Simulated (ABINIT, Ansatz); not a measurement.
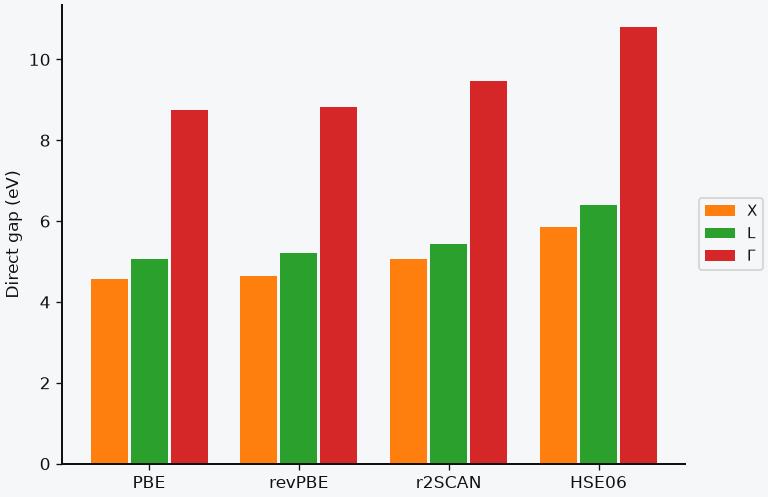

Direct gap at each named k point, by several methods on one cell of fluorite-type PbF2, space group Fm-3m, 3 atoms in the primitive cell; cubic a = 5.927 Å. All runs are without spin-orbit coupling and carry no moments. The smallest gap is indirect or lies off these points.

```
method  program  X (eV)  L (eV)  Γ (eV)
   PBE   Ansatz    4.56    5.06    8.76
revPBE   ABINIT    4.65    5.20    8.83
r2SCAN   Ansatz    5.07    5.44    9.46
 HSE06   Ansatz    5.86    6.40   10.81
```

What does HSEsol give? It was run as: HSEsol, Ansatz PAW, 4×4×4 k mesh, 420 eV cutoff, Gaussian smearing of 0.05 eV (Ansatz 0.2.0).

Exact exchange opens the gap over the semilocal values shown, the highest of which is 5.07 eV (r2SCAN) at X. HSEsol gives 5.77 eV at X, 6.32 eV at L and 10.71 eV at Γ, which is +1.21 eV from PBE at X.

Does HSEsol open these direct gaps by one amount over PBE?

The shifts are +1.21 eV at X, +1.26 eV at L and +1.95 eV at Γ, and at points that aren't plotted +1.29 eV (W): over the named points that both runs hold, a spread of 0.74 eV on a mean of 1.43 eV, so one shift doesn't describe them.

How do the methods rank at X?

From low to high: PBE 4.56, revPBE 4.65, r2SCAN 5.07, HSEsol 5.77, HSE06 5.86 eV. Too close to rank are PBE against revPBE (different programs, potentials and cutoffs) and HSEsol against HSE06 (different meshes).

Settings. PBE: Ansatz PAW, 8×8×8 k mesh, 420 eV cutoff, Fermi-Dirac smearing of 0.05 eV (Ansatz 0.2.0). revPBE: JTH PAW PBE v2.0, 8×8×8 k mesh, 626 eV cutoff, Fermi-Dirac smearing of 0.05 eV (ABINIT 10.8.3 (patched build)). r2SCAN: Ansatz PAW, 8×8×8 k mesh, 500 eV cutoff, Fermi-Dirac smearing of 0.05 eV (Ansatz). HSE06: Ansatz PAW, 6×6×6 k mesh, 420 eV cutoff, Fermi-Dirac smearing of 0.05 eV (Ansatz 0.2.0).

These are five of the 21 methods that were run on this cell. The runs come from different programs and meshes, which adds differences of its own. Spin-orbit coupling is left out, which matters for Pb. revPBE, r2SCAN, HSEsol and HSE06: the PAW data sets were made with another functional. HSEsol: the k mesh is coarse, so the values aren't converged, least of all with exact exchange. Over all k points computed the smallest gap is 4.42 eV in PBE, 4.52 eV in revPBE, 4.93 eV in r2SCAN, 5.63 eV in HSEsol and 5.73 eV in HSE06.
